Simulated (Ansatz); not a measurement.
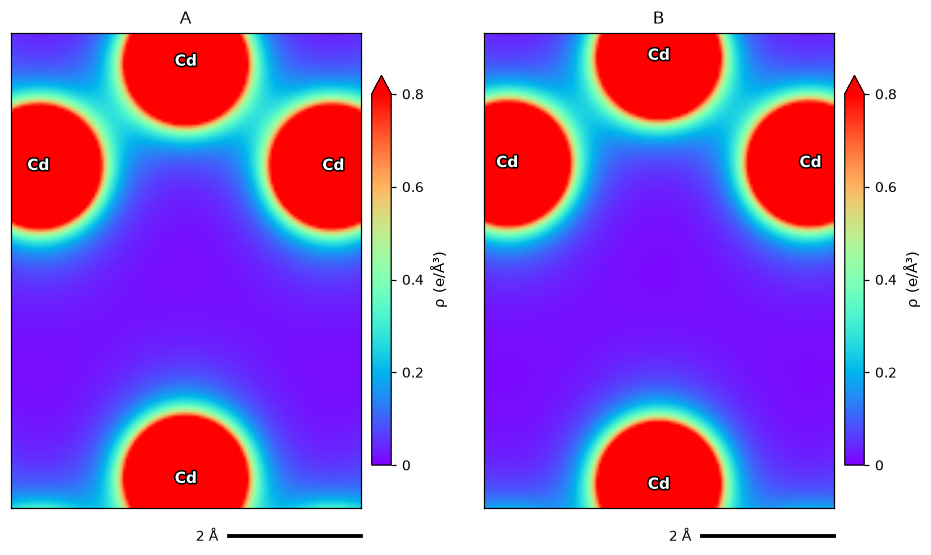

Cd. The valence electron density of two cells that differ in size, on the (011̄) plane of each (indices in the axes of the calculation cell), at one length scale and on one colour scale; one has 31.7 and the other 34.4 Å³ an atom.

Level of theory: Ansatz, DFT, r2SCAN, plane waves (500 eV) with PAW, scalar-relativistic.

In a PAW calculation such maps are meaningful between the atoms, not at the nuclei.

Which is the denser cell? Describe the effect of the change.

Panel A is the smaller cell, by 8 % in volume. From the larger cell to the smaller, Cd–Cd goes from 2.82 to 2.74 Å, and the density at its midpoint from 0.24 to 0.28 e/Å³.
